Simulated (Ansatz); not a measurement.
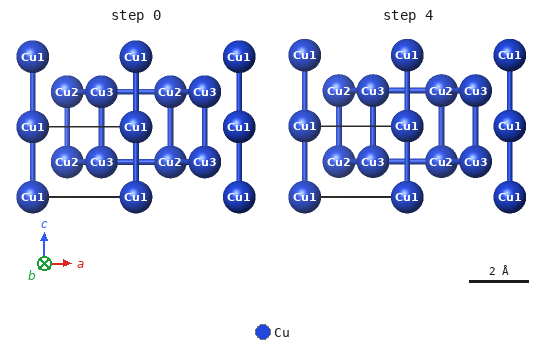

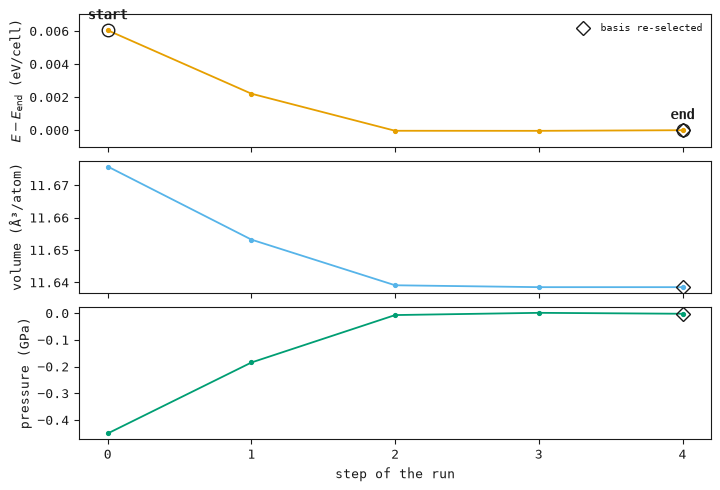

First and last geometry of a relaxation of crystalline Cu (built on the omega_191 type), with the history of the run. Style: ball-and-stick. Shown: the cell of the calculation, repeated 2 × 1 × 2 with one cell outlined, along the b axis.

Case: omega type (P6/mmm, No. 191).

Method: Ansatz 0.2.0, DFT r2SCAN, scalar-relativistic, plane waves, PAW. (plane-wave cutoff 500 eV; k-point mesh 15 × 15 × 18; occupations gaussian; smearing width 0.1 eV; no spin polarisation; cell and atoms relaxed; force threshold 0.01 eV/Å; at most 80 steps)

Did the run converge, and what did it change?

It converged. After 3 accepted moves (4 points after the start) the energy has fallen by 6.0 meV per cell of the calculation. All forces vanish by symmetry, so only the cell relaxes. The pressure goes from −0.45 to 0.00 GPa. At 1 point the geometry stayed and the basis and grid were re-selected for the new cell (energy shift of less than 0.05 meV per cell of the calculation at most each time). No atom moves by more than 0.005 Å relative to the cell. The volume changes by −0.3 %, with a = b 4.095 → 4.067 Å (−0.7 %), c 2.411 → 2.437 Å (+1.1 %). Near-neighbour distances that change, for instance: Cu1–Cu1 2.411 → 2.437 Å, Cu2–Cu3 2.364 → 2.348 Å. The space group stays P6/mmm (No. 191). The run took roughly 2.9 core-minutes on a shared host.
